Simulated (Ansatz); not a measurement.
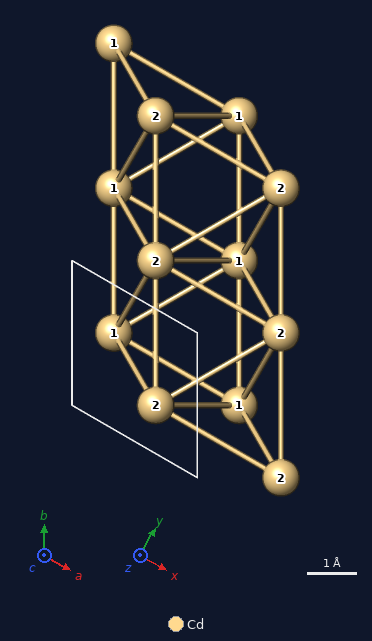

A crystal of Cd (P6_3/mmc): the cell is strained equally along x and y, with the atoms kept at their fractional coordinates. x, y and z are the Cartesian axes of the input. The picture shows the reference cell. Style: ball-and-stick. Shown: the cell of the calculation, repeated 2 × 3 × 1 with one cell outlined, along the c axis.

Theory: DFT LDA, scalar-relativistic, plane waves, PAW in Ansatz. (plane-wave cutoff 420 eV; k-point mesh 18 × 18 × 8; occupations gaussian; smearing width 0.15 eV; no spin polarisation). Energies (free energies at the smearing named) are counted from the cell as listed in its source, which wasn't relaxed.

The input:
```yaml
crystal:
  lattice:
    - [2.9788725081, 0.0, 0.0]
    - [-1.489436254, 2.5797792666, 0.0]
    - [0.0, 0.0, 5.61765]
  atoms:
    - { symbol: Cd, position: [0.3333333333, 0.6666666667, 0.25] }
    - { symbol: Cd, position: [0.6666666667, 0.3333333333, 0.75] }
basis:
  ecutwfc: 420
kpoints:
  mp_grid: { grid: [18, 18, 8] }
hamiltonian:
  xc: lda
scf:
  occupations: { method: gaussian, width: 0.15 }
output:
  forces: true
  stress: true
  eigenvalues: true
```

What energies does the calculation give (the strain: −0.040, −0.030, −0.020, −0.010, 0.000, 0.010, 0.020, 0.030, 0.035, 0.040)?

```tsv
strain	ΔE (meV/atom)
−0.040	−19.0
−0.030	−22.3
−0.020	−19.5
−0.010	−11.7
0.000	0.0
0.010	14.7
0.020	32.0
0.030	51.6
0.035	62.2
0.040	73.2
```

The lowest computed point lies at the strain −0.03 (−22.3 meV/atom). The end points stand at −19.0 meV/atom (−0.04) and 73.2 meV/atom (0.04). The unrelaxed reference is under a pressure of −4.4 GPa, which tilts the curve. The distortion keeps the space group P6_3/mmc. At the strain −0.04 the cell of the drawing goes a 2.979 → 2.860 Å, b 2.979 → 2.860 Å.

The computed profile:

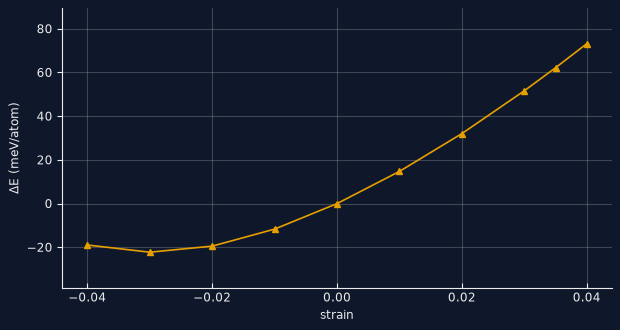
